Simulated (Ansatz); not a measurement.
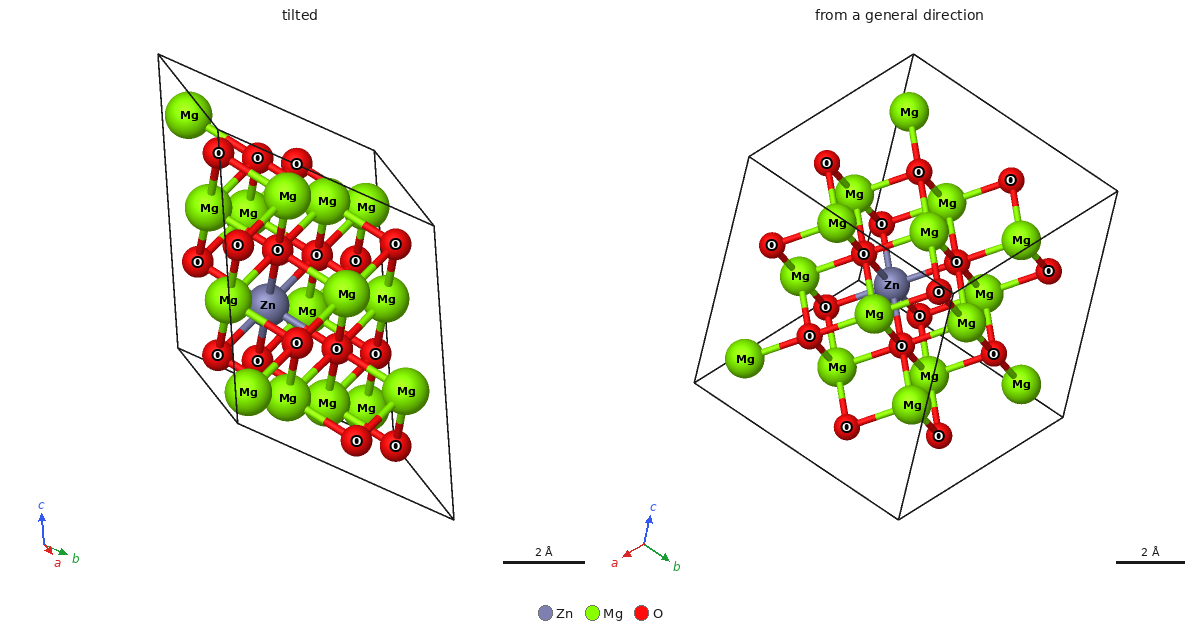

Ball-and-stick drawing of the structure, looking slightly off an axis and from a general direction. The edges of the supercell are marked. The host is MgO, in a cell of 32 sites, and the cell is neutral.

What imperfection does the supercell contain?

Answer. Zinc on a magnesium site (a substitutional impurity). It is bonded to six O in an octahedral arrangement at about 2.1 Å.

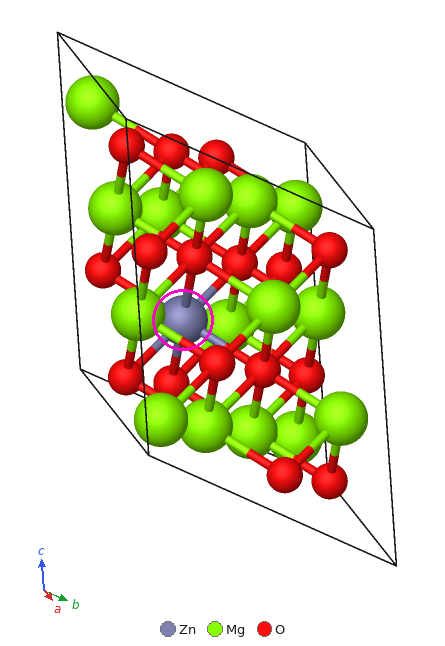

The same cell with a ring at the defect's site.

The atoms were relaxed in the host's cell with Ansatz, DFT PBEsol, scalar-relativistic, plane waves, PAW.
